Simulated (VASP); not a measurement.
SnO2 (space group P4_2/mnm, No. 136): an entry of the Crystallography Open Database, as set up for an electronic-structure calculation.

```
Sn O
1.0
     4.73800    0.00000    0.00000
     0.00000    4.73800    0.00000
     0.00000    0.00000    3.18650
Sn O
2 4
Cartesian
  2.3690 2.3690 1.5933
  0.0000 0.0000 0.0000
  3.8240 0.9140 1.5933
  3.2830 3.2830 0.0000
  0.9140 3.8240 1.5933
  1.4550 1.4550 0.0000
```

Bonds are taken as O–Sn below 2.3 Å. Simplification: prune 0- and 1-connected atoms, fold 2-connected ones into links.

Derive the underlying net.

The result is a binodal (3,6)-connected, three-periodic net: O is a 3-connected node; Sn is a 6-connected node, in the ratio 2:1. It is the rtl net, known from rutile. It is a single net, without interpenetration.

| node | links | point symbol | coordination sequence |
| --- | --- | --- | --- |
| O | 3 | 4·6² | 3 14 19 62 51 |
| Sn | 6 | 4²·6¹⁰·8³ | 6 10 38 34 102 |

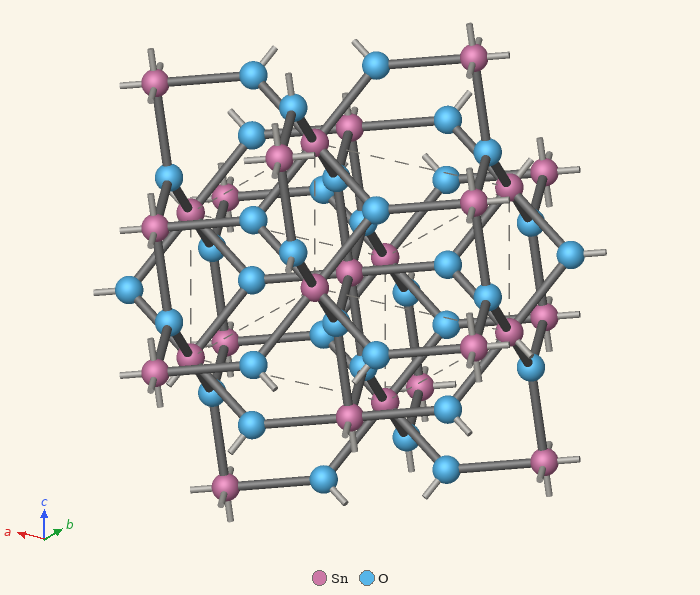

Nodes are coloured by topological kind. Short stubs are edges that leave the cut-out.
